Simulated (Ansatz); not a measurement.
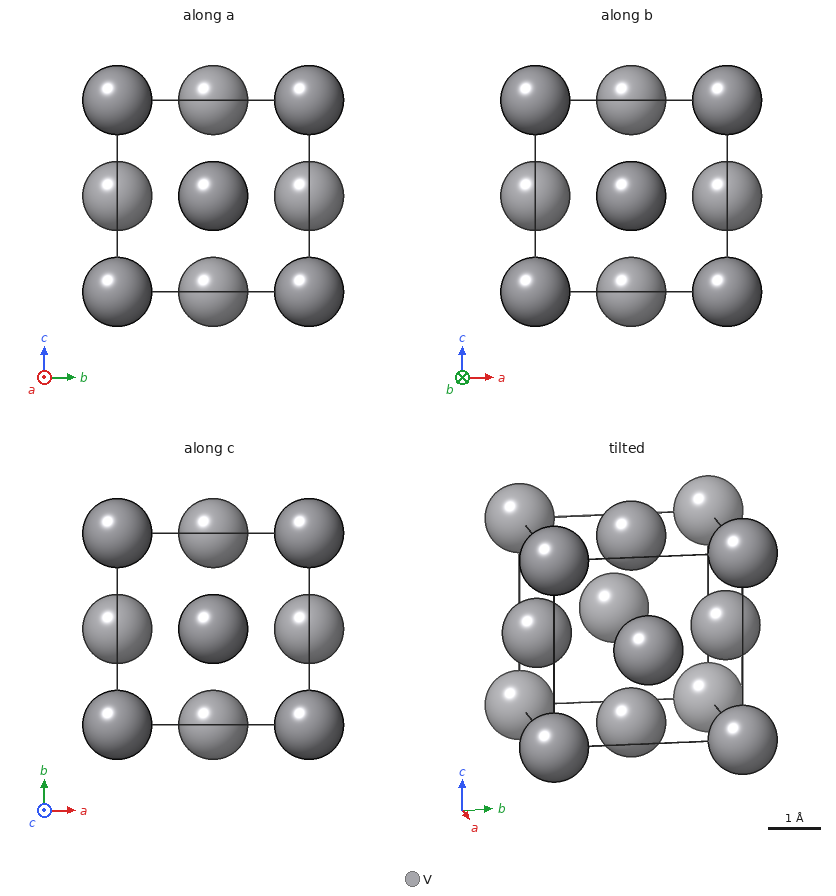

The figure gives a spheres-only picture of the atoms, viewed along the a axis, along the b axis, along the c axis and slightly off an axis. Atoms at the boundary of the conventional unit cell (the box) are drawn once for each face, edge or corner they touch.

Lattice parameters: a = 3.744 Å, b = 3.744 Å, c = 3.744 Å, α = 90.00°, β = 90.00°, γ = 90.00°. Put a along x and b in the xy plane.

Question: Record the structure as a POSCAR file.

Answer:
```
V
1.0
     3.744    0.000    0.000
     0.000    3.744    0.000
     0.000    0.000    3.744
V
4
Direct
  0.0000 0.0000 0.0000
  0.0000 0.5000 0.5000
  0.5000 0.0000 0.5000
  0.5000 0.5000 0.0000
```

The model was built from a structure type filled with this element by a generator (whether the element takes this form wasn't checked). Earlier steps of the study may have refined or changed the cell and positions. It was run through Ansatz as a DFT input.

At this level of theory the cell isn't at rest (compressed, at 16 GPa), so its distances can differ from those at equilibrium, the more so the softer the solid.
